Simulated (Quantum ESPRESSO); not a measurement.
**ZnS (F-43m): the optical phonon under strain**

How far does biaxial strain in the (001) plane shift the zone-centre optical mode of ZnS (F-43m)?

Calculated with Quantum ESPRESSO 7.5; DFT LDA, scalar-relativistic, plane waves, PseudoDojo norm-conserving pseudopotentials.

The database entry behind the starting cell differs from later determinations by our own check (about 0.1 % short), so it need not match the best structure at ambient conditions.

## 1. The relaxed structure

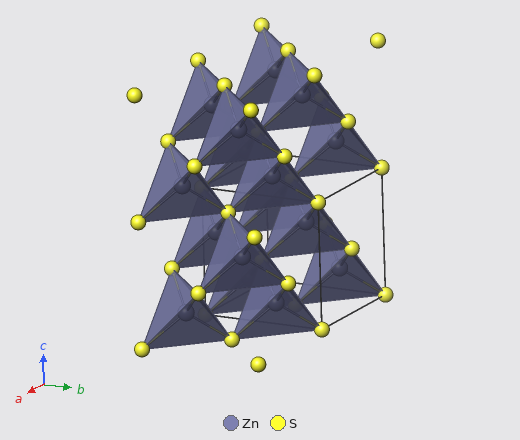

Start, viewed slightly off an axis; zinc blue, sulfur yellow. 2×1×2 cells are drawn. This picture shows the conventional cell, with its axes. Bonds to atoms that aren't drawn are left out. Some periodic images of atoms are drawn too.

Coordinates:

```
Zn S
1.0
    -2.64876    0.00000    2.64876
     0.00000    2.64876    2.64876
    -2.64876    2.64876    0.00000
Zn S
1 1
Direct
  0.25000 0.25000 0.25000
  0.00000 0.00000 0.00000
```

This is the cell after its relaxation at this level of theory, not the database cell from which that began.

## 2. Uniaxial strain

The relaxed cell is stretched along z alone. This keeps all atoms on sites fixed by symmetry and splits the threefold mode into a singlet, polarised along z, and a doublet. The macroscopic field is left out, so these are transverse modes. Cutoff 92 Ry, k mesh 8×8×8.

From the response at ε_zz = 0.01:

Log:

```text
[banners, grids, parts of the stress and lines that vanish by symmetry left out]
Program PHONON v.7.5
     Reading xml data from directory:

[...]
Exchange-correlation= PW
                           (   1   4   0   0   0   0   0)
[...]
kinetic-energy cut-off    =      92.0000  Ry
     charge density cut-off    =     368.0000  Ry
     convergence threshold     =      1.0E-18
[...]
Exchange-correlation= PW
                           (   1   4   0   0   0   0   0)
[...]
q = (   0.0000000   0.0000000   0.0000000 )
      9 Sym.Ops. (with q -> -q+G )
     G cutoff =  471.7841  (  30299 G-vectors)     FFT grid: ( 45, 45, 45)
     number of k points=    59
[...]
Mode symmetry, D_2d (-42m) point group:
[...]
Representation #   1 mode #   1
[...]
End of self-consistent calculation
     Convergence has been achieved
     Representation #   2 mode #   2
[...]
End of self-consistent calculation
     Convergence has been achieved
     Representation #   3 modes #   3   4
[...]
End of self-consistent calculation
     Convergence has been achieved
     Representation #   4 modes #   5   6
[...]
End of self-consistent calculation
     Convergence has been achieved
[...]
q = (    0.000000000   0.000000000   0.000000000 )
[...]
freq (    1) =      -0.066681 [THz] =      -2.224225 [cm-1]
     freq (    2) =      -0.066681 [THz] =      -2.224225 [cm-1]
     freq (    3) =      -0.061625 [THz] =      -2.055579 [cm-1]
     freq (    4) =       8.564536 [THz] =     285.682161 [cm-1]
     freq (    5) =       8.564536 [THz] =     285.682161 [cm-1]
     freq (    6) =       8.604330 [THz] =     287.009539 [cm-1]
[...]
Mode symmetry, D_2d (-42m) point group:
     freq (   1-   2) =         -2.2  [cm-1]   --> E    X_5  W_3   I+R
     freq (   3-   3) =         -2.1  [cm-1]   --> B_2  X_3  W_2   I+R
     freq (   4-   5) =        285.7  [cm-1]   --> E    X_5  W_3   I+R
     freq (   6-   6) =        287.0  [cm-1]   --> B_2  X_3  W_2   I+R

   JOB DONE.
```

```csv
ε_zz,singlet (cm⁻¹),doublet (cm⁻¹),σ_zz (GPa),σ_xx (GPa)
-0.01,295.22,296.76,-1.143,-0.734
-0.005,293.22,293.96,-0.567,-0.360
0,291.19,291.19,0.001,0.001
0.005,289.11,288.42,0.564,0.351
0.01,287.01,285.68,1.120,0.688
```

Stress is counted positive in tension.

## 3. The fit

To first order ω² − ω₀² = p ε_zz + q (ε_xx + ε_yy) for the mode along z, and likewise for x and y. With ε_zz alone the singlet gives p and the doublet q.

The linear terms of parabolas through ω² are p = -2.82 ω₀² and q = -3.81 ω₀², with ω₀ = 291.2 cm⁻¹. Those of the stresses are C11 = 113 GPa and C12 = 71 GPa. Under hydrostatic strain p and q imply γ = −(p + 2q)/(6 ω₀²) = 1.74.

A layer held to an in-plane strain ε and free along z takes ε_zz = −2 (C12/C11) ε = -1.257 ε. To first order the singlet then shifts by (q − p C12/C11) ε / ω₀ = -592 ε cm⁻¹. For ε = 0.004, ε_zz = -0.00503, the formulas for ω² predict 288.81 cm⁻¹ for the singlet and 290.12 cm⁻¹ for the doublet.

## 4. A biaxially strained cell

This run was no part of the fit.

Log:

```text
[banners, grids, parts of the stress and lines that vanish by symmetry left out]
[banner, memory and clock lines left out]
Program PHONON v.7.5

[...]
Exchange-correlation= PW
                           (   1   4   0   0   0   0   0)
[...]
kinetic-energy cut-off    =      92.0000  Ry
     charge density cut-off    =     368.0000  Ry
     convergence threshold     =      1.0E-18
[...]
Exchange-correlation= PW
                           (   1   4   0   0   0   0   0)
[...]
q = (   0.0000000   0.0000000   0.0000000 )
      9 Sym.Ops. (with q -> -q+G )
     G cutoff =  466.6184  (  30059 G-vectors)     FFT grid: ( 45, 45, 45)
     number of k points=    59
[...]
Mode symmetry, D_2d (-42m) point group:
[...]
Representation #   1 mode #   1
[...]
End of self-consistent calculation
     Convergence has been achieved
     Representation #   2 mode #   2
[...]
End of self-consistent calculation
     Convergence has been achieved
     Representation #   3 modes #   3   4
[...]
End of self-consistent calculation
     Convergence has been achieved
     Representation #   4 modes #   5   6
[...]
End of self-consistent calculation
     Convergence has been achieved
[...]
q = (    0.000000000   0.000000000   0.000000000 )
[...]
freq (    1) =      -0.063971 [THz] =      -2.133829 [cm-1]
     freq (    2) =      -0.063971 [THz] =      -2.133829 [cm-1]
     freq (    3) =      -0.049147 [THz] =      -1.639383 [cm-1]
     freq (    4) =       8.658569 [THz] =     288.818783 [cm-1]
     freq (    5) =       8.696361 [THz] =     290.079390 [cm-1]
     freq (    6) =       8.696361 [THz] =     290.079390 [cm-1]
[...]
Mode symmetry, D_2d (-42m) point group:
     freq (   1-   2) =         -2.1  [cm-1]   --> E    X_5  W_3   I+R
     freq (   3-   3) =         -1.6  [cm-1]   --> B_2  X_3  W_2   I+R
     freq (   4-   4) =        288.8  [cm-1]   --> B_2  X_3  W_2   I+R
     freq (   5-   6) =        290.1  [cm-1]   --> E    X_5  W_3   I+R
```

```csv
mode,predicted (cm⁻¹),run (cm⁻¹)
singlet,288.81,288.82
doublet,290.12,290.08
```

The stress along z is 0.003 GPa and that in the plane 0.377 GPa; the unstrained cell carries 0.001 GPa.

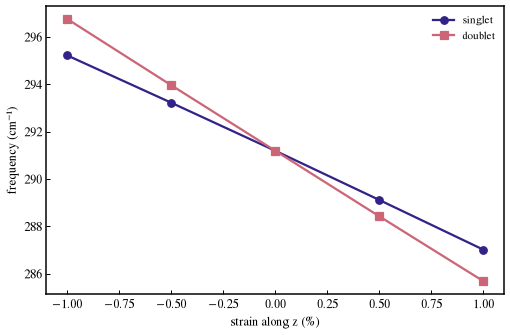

The two components under uniaxial strain.

## 5. Results

```yaml
p_in_units_of_the_squared_frequency: -2.820
q_same_units: -3.805
shift_of_the_singlet_per_unit_of_biaxial_strain: -592 cm⁻¹
c11_and_c12: 113 and 71 GPa
```

In words: To first order, one per cent of tensile biaxial strain moves the singlet of ZnS (F-43m) by -5.9 cm⁻¹ and the doublet by -2.7 cm⁻¹; the formulas miss the test run by up to 0.04 cm⁻¹. In backscattering from (001) the mode polarised along z is the one seen in diamond and zinc-blende crystals; in a polar crystal it is the LO mode, whose potentials differ somewhat from these. The third potential, r, needs shear strain and a relaxation of the atoms, which was not run. These are harmonic values at zero temperature.

[Host names and launcher messages were left out of these logs when they were recorded.]

[Logs are printed without paths, hosts, clocks, repeated set-up lines and the standing remarks that a program may print on its own settings, such as how far it seeks lower states.]

[Hosts, paths, dates, database ids (printed as entryN), source tags and the programs' standing remarks are cut or masked in the printed files.]
